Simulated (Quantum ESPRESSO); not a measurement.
# Optical response of SiC (Moissanite)

Wanted: where SiC (Moissanite) starts to absorb, how strongly, and its refractive index.

Main program and level: Quantum ESPRESSO 7.5; DFT, PBE, plane waves with norm-conserving potentials (PseudoDojo), scalar-relativistic, independent-particle optical response without local fields and without the non-local commutator.

## (1) Set-up

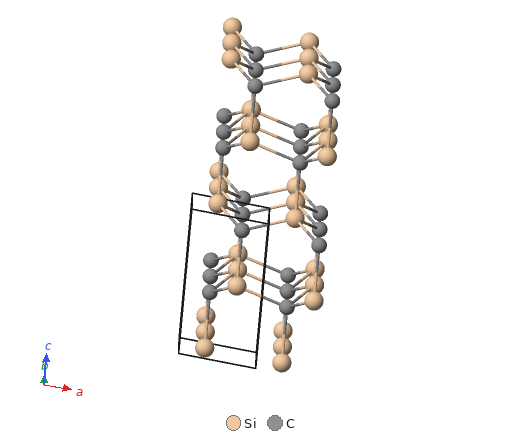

The starting structure, seen from a free direction (silicon light orange, carbon grey). 2×3×2 cells are drawn. Some periodic images of atoms are drawn too.

## (2) Ground state

First the ground state: is it a metal or has it a gap?

This step: DFT, PBE, plane waves with norm-conserving potentials (PseudoDojo), scalar-relativistic, ground state (Quantum ESPRESSO 7.5).

The input, scf.in:

```
&control
  calculation = 'scf'
  prefix = 'x'
  outdir = './tmp'
  pseudo_dir = './'
  verbosity = 'high'
/
&system
  ibrav = 0
  nat = 4
  ntyp = 2
  ecutwfc = 70
  occupations = 'smearing'
  smearing = 'fd'
  degauss = 0.003675
  nbnd = 12
/
&electrons
  conv_thr = 1e-09
  electron_maxstep = 100
/
ATOMIC_SPECIES
  Si 1.0 Si.upf
  C 1.0 C.upf
CELL_PARAMETERS angstrom
  3.075999999976 0.000000000000 0.000000000000
  -1.537999999988 2.663894142020 0.000000000000
  0.000000000000 0.000000000000 5.048000000000
ATOMIC_POSITIONS crystal
  Si 0.666666666667 0.333333333333 0.500000000000
  Si 0.333333333333 0.666666666667 0.000000000000
  C 0.666666666667 0.333333333333 0.885000000000
  C 0.333333333333 0.666666666667 0.385000000000
K_POINTS automatic
  8 8 5 0 0 0
```

On the command line:

```console
> mpirun -n 4 pw.x -nk 4 -in scf.in
```

What it wrote:

```text
for quantum simulation of materials; please cite

     using ibrav=0 with symmetry is DISCOURAGED, use correct ibrav instead

     G-vector sticks info
     --------------------
     sticks:   dense  smooth     PW     G-vecs:    dense   smooth      PW
     Sum         649     649    199                22119    22119    3573

     Using Slab Decomposition

     bravais-lattice index     =            0
     lattice parameter (alat)  =       5.8128  a.u.
     unit-cell volume          =     279.1382 (a.u.)^3
     number of atoms/cell      =            4
     number of atomic types    =            2
     number of electrons       =        16.00
     number of Kohn-Sham states=           12
     kinetic-energy cutoff     =      70.0000  Ry
     charge density cutoff     =     280.0000  Ry
     scf convergence threshold =      1.0E-09
     mixing beta               =       0.7000
     number of iterations used =            8  plain     mixing
     Exchange-correlation= PBE
                           (   1   4   3   4   0   0   0)

     celldm(1)=   5.812798  celldm(2)=   0.000000  celldm(3)=   0.000000
     celldm(4)=   0.000000  celldm(5)=   0.000000  celldm(6)=   0.000000

     crystal axes: (cart. coord. in units of alat)
               a(1) = (   1.000000   0.000000   0.000000 )
               a(2) = (  -0.500000   0.866025   0.000000 )
               a(3) = (   0.000000   0.000000   1.641092 )

     reciprocal axes: (cart. coord. in units 2 pi/alat)
               b(1) = (  1.000000  0.577350 -0.000000 )
               b(2) = (  0.000000  1.154701  0.000000 )
               b(3) = (  0.000000 -0.000000  0.609350 )

     ./Si.upf
     Pseudo is Norm-conserving + core correction, Zval =  4.0
     Generated using ONCVPSP code by D. R. Hamann
     Using radial grid of 1510 points,  6 beta functions with:
                l(1) =   0
                l(2) =   0
                l(3) =   1
                l(4) =   1
                l(5) =   2
                l(6) =   2

     ./C.upf
     Pseudo is Norm-conserving + core correction, Zval =  4.0
     Generated using ONCVPSP code by D. R. Hamann
     Using radial grid of 1248 points,  4 beta functions with:
                l(1) =   0
                l(2) =   0
                l(3) =   1
                l(4) =   1

     atomic species   valence    mass     pseudopotential
     Si                4.00     1.00000     Si( 1.00)
     C                 4.00     1.00000     C ( 1.00)

     12 Sym. Ops. (no inversion) found ( 6 have fractional translation)

                                    s                        frac. trans.

     [... symmetry matrices left out ...]
   Cartesian axes

     site n.     atom                  positions (alat units)
         1        Si     tau(   1) = (   0.5000000   0.2886751   0.8205462  )
         2        Si     tau(   2) = (  -0.0000000   0.5773503   0.0000000  )
         3        C      tau(   3) = (   0.5000000   0.2886751   1.4523667  )
         4        C      tau(   4) = (  -0.0000000   0.5773503   0.6318205  )

   Crystallographic axes

     site n.     atom                  positions (cryst. coord.)
         1        Si     tau(   1) = (  0.6666667  0.3333333  0.5000000  )
         2        Si     tau(   2) = (  0.3333333  0.6666667  0.0000000  )
         3        C      tau(   3) = (  0.6666667  0.3333333  0.8850000  )
         4        C      tau(   4) = (  0.3333333  0.6666667  0.3850000  )

     number of k points=    30  Fermi-Dirac smearing, width (Ry)=  0.0037
                       cart. coord. in units 2pi/alat
        k(    1) = (   0.0000000   0.0000000   0.0000000), wk =   0.0062500
        k(    2) = (   0.0000000   0.0000000   0.1218700), wk =   0.0125000
        k(    3) = (   0.0000000   0.0000000   0.2437401), wk =   0.0125000
        k(    4) = (   0.0000000   0.1443376   0.0000000), wk =   0.0375000
        k(    5) = (   0.0000000   0.1443376   0.1218700), wk =   0.0750000
        k(    6) = (   0.0000000   0.1443376   0.2437401), wk =   0.0750000
        k(    7) = (   0.0000000   0.2886751   0.0000000), wk =   0.0375000
        k(    8) = (   0.0000000   0.2886751   0.1218700), wk =   0.0750000
        k(    9) = (   0.0000000   0.2886751   0.2437401), wk =   0.0750000
        k(   10) = (   0.0000000   0.4330127   0.0000000), wk =   0.0375000
        k(   11) = (   0.0000000   0.4330127   0.1218700), wk =   0.0750000
        k(   12) = (   0.0000000   0.4330127   0.2437401), wk =   0.0750000
        k(   13) = (   0.0000000  -0.5773503   0.0000000), wk =   0.0187500
        k(   14) = (   0.0000000  -0.5773503   0.1218700), wk =   0.0375000
        k(   15) = (   0.0000000  -0.5773503   0.2437401), wk =   0.0375000
        k(   16) = (   0.1250000   0.2165064   0.0000000), wk =   0.0375000
[...]
cryst. coord.
[...]
k(   23) = (   0.1250000   0.3750000   0.2000000), wk =   0.1500000
        k(   24) = (   0.1250000   0.3750000   0.4000000), wk =   0.1500000
        k(   25) = (   0.2500000   0.2500000   0.0000000), wk =   0.0375000
        k(   26) = (   0.2500000   0.2500000   0.2000000), wk =   0.0750000
        k(   27) = (   0.2500000   0.2500000   0.4000000), wk =   0.0750000
        k(   28) = (   0.2500000   0.3750000   0.0000000), wk =   0.0375000
        k(   29) = (   0.2500000   0.3750000   0.2000000), wk =   0.0750000
        k(   30) = (   0.2500000   0.3750000   0.4000000), wk =   0.0750000

     Dense  grid:    22119 G-vectors     FFT dimensions: (  32,  32,  54)

     Initial potential from superposition of free atoms

     starting charge      15.9987, renormalised to      16.0000
     Starting wfcs are   16 randomized atomic wfcs

     Self-consistent Calculation

     iteration #  1     ecut=    70.00 Ry     beta= 0.70
     Davidson diagonalization with overlap

            49 MiB given to the printing process from OS
            21 MiB allocation reported by mallinfo(arena+hblkhd)
------------------
     ethr =  1.00E-02,  avg # of iterations =  4.0

     total energy              =     -40.76630866 Ry
     estimated scf accuracy    <       0.86740205 Ry

     iteration #  2     ecut=    70.00 Ry     beta= 0.70
     Davidson diagonalization with overlap

            59 MiB given to the printing process from OS
            29 MiB allocation reported by mallinfo(arena+hblkhd)
------------------
     ethr =  5.42E-03,  avg # of iterations =  2.0

     total energy              =     -41.03290740 Ry
     estimated scf accuracy    <       0.28548477 Ry

     iteration #  3     ecut=    70.00 Ry     beta= 0.70
     Davidson diagonalization with overlap

            60 MiB given to the printing process from OS
            30 MiB allocation reported by mallinfo(arena+hblkhd)
------------------
     ethr =  1.78E-03,  avg # of iterations =  1.9

     total energy              =     -41.07062843 Ry
     estimated scf accuracy    <       0.00620320 Ry

     iteration #  4     ecut=    70.00 Ry     beta= 0.70
     Davidson diagonalization with overlap

            60 MiB given to the printing process from OS
            30 MiB allocation reported by mallinfo(arena+hblkhd)
------------------
     ethr =  3.88E-05,  avg # of iterations =  7.7

     total energy              =     -41.07438237 Ry
     estimated scf accuracy    <       0.00553949 Ry

     iteration #  5     ecut=    70.00 Ry     beta= 0.70
     Davidson diagonalization with overlap

            61 MiB given to the printing process from OS
            31 MiB allocation reported by mallinfo(arena+hblkhd)
------------------
     ethr =  3.46E-05,  avg # of iterations =  2.0

     total energy              =     -41.07518476 Ry
     estimated scf accuracy    <       0.00007097 Ry

     iteration #  6     ecut=    70.00 Ry     beta= 0.70
     Davidson diagonalization with overlap

            62 MiB given to the printing process from OS
            32 MiB allocation reported by mallinfo(arena+hblkhd)
------------------
     c_bands:  1 eigenvalues not converged
     ethr =  4.44E-07,  avg # of iterations =  7.0

     total energy              =     -41.07526763 Ry
     estimated scf accuracy    <       0.00007089 Ry

     iteration #  7     ecut=    70.00 Ry     beta= 0.70
     Davidson diagonalization with overlap

            62 MiB given to the printing process from OS
            32 MiB allocation reported by mallinfo(arena+hblkhd)
------------------
     ethr =  4.43E-07,  avg # of iterations =  2.6

     total energy              =     -41.07527936 Ry
     estimated scf accuracy    <       0.00000041 Ry

     iteration #  8     ecut=    70.00 Ry     beta= 0.70
     Davidson diagonalization with overlap

            63 MiB given to the printing process from OS
            33 MiB allocation reported by mallinfo(arena+hblkhd)
------------------
     ethr =  2.55E-09,  avg # of iterations =  5.3

     total energy              =     -41.07528008 Ry
     estimated scf accuracy    <       0.00000097 Ry

     iteration #  9     ecut=    70.00 Ry     beta= 0.70
     Davidson diagonalization with overlap

            64 MiB given to the printing process from OS
            34 MiB allocation reported by mallinfo(arena+hblkhd)
------------------
     ethr =  2.55E-09,  avg # of iterations =  2.0

     total energy              =     -41.07528022 Ry
     estimated scf accuracy    <       0.00000002 Ry

     iteration # 10     ecut=    70.00 Ry     beta= 0.70
     Davidson diagonalization with overlap

            64 MiB given to the printing process from OS
            34 MiB allocation reported by mallinfo(arena+hblkhd)
------------------
     ethr =  9.49E-11,  avg # of iterations =  4.5

     total energy              =     -41.07528023 Ry
     estimated scf accuracy    <       0.00000003 Ry

     iteration # 11     ecut=    70.00 Ry     beta= 0.70
     Davidson diagonalization with overlap

            64 MiB given to the printing process from OS
            34 MiB allocation reported by mallinfo(arena+hblkhd)
------------------
     ethr =  9.49E-11,  avg # of iterations =  1.0

     total energy              =     -41.07528023 Ry
     estimated scf accuracy    <          6.8E-09 Ry

     iteration # 12     ecut=    70.00 Ry     beta= 0.70
     Davidson diagonalization with overlap

            64 MiB given to the printing process from OS
            34 MiB allocation reported by mallinfo(arena+hblkhd)
------------------
     ethr =  4.25E-11,  avg # of iterations =  2.0

     End of self-consistent calculation

          k = 0.0000 0.0000 0.0000 (  2779 PWs)   bands (ev):

    -5.9319  -2.4301   1.0985   8.2412   8.2412   9.5229   9.5229   9.7981
    14.4191  15.8168  16.3098  16.3098

     occupation numbers
     1.0000   1.0000   1.0000   1.0000   1.0000   1.0000   1.0000   1.0000
     0.0000   0.0000   0.0000   0.0000

          k = 0.0000 0.0000 0.1219 (  2755 PWs)   bands (ev):

    -5.7375  -3.1268   2.1173   8.3477   8.3477   8.7239   9.3821   9.3821
    14.5993  16.3796  16.3796  16.6207

     occupation numbers
     1.0000   1.0000   1.0000   1.0000   1.0000   1.0000   1.0000   1.0000
     0.0000   0.0000   0.0000   0.0000

          k = 0.0000 0.0000 0.2437 (  2798 PWs)   bands (ev):

    -5.1637  -4.2484   4.1749   6.5275   8.6399   8.6399   9.0335   9.0335
    15.1266  15.9449  16.6952  16.6953

     occupation numbers
     1.0000   1.0000   1.0000   1.0000   1.0000   1.0000   1.0000   1.0000
     0.0000   0.0000   0.0000   0.0000

          k = 0.0000 0.1443 0.0000 (  2773 PWs)   bands (ev):

    -5.6612  -2.1987   1.3491   6.8738   7.8140   8.5711   9.3571   9.6004
    14.8372  16.0223  16.4495  16.8800

     occupation numbers
     1.0000   1.0000   1.0000   1.0000   1.0000   1.0000   1.0000   1.0000
     0.0000   0.0000   0.0000   0.0000

     [... further k points left out ...]

     the Fermi energy is    11.3787 ev

!    total energy              =     -41.07528023 Ry
     estimated scf accuracy    <          6.3E-11 Ry
     smearing contrib. (-TS)   =      -0.00000000 Ry
     internal energy E=F+TS    =     -41.07528023 Ry

     The total energy is F=E-TS. E is the sum of the following terms:
     one-electron contribution =      11.09195120 Ry
     hartree contribution      =       4.74709652 Ry
     xc contribution           =     -15.12513874 Ry
     ewald contribution        =     -41.78918921 Ry

     convergence has been achieved in  12 iterations

     XML data file, charge density, pseudopotentials, collected wavefunctions

                                        0.00s GPU  (     486 calls)

=------------------------------------------------------------------------------=
   JOB DONE.
=------------------------------------------------------------------------------=
```

Run time: 10 s. Hardware: 4 MPI ranks of Arm Neoverse N1, shared host; peak memory 0.06 GiB.

Numbers from this step:

* total energy: -41.08 Ry
* gap on the k-mesh: 2.588 eV
* direct gap on the mesh: 4.085 eV

There is a gap, 2.59 eV on this mesh (points off the mesh can give less), so no carriers' term is needed.

[end of part 1 of 3]

[Machine, clock, banner and «Message from routine» lines are left out of the logs.]

[Logs are printed without paths, hosts, clocks, repeated set-up lines and the standing remarks that a program may print on its own settings, such as how far it seeks lower states.]

[Hosts, paths, dates, database ids (printed as entryN), source tags and the programs' standing remarks are cut or masked in the printed files.]
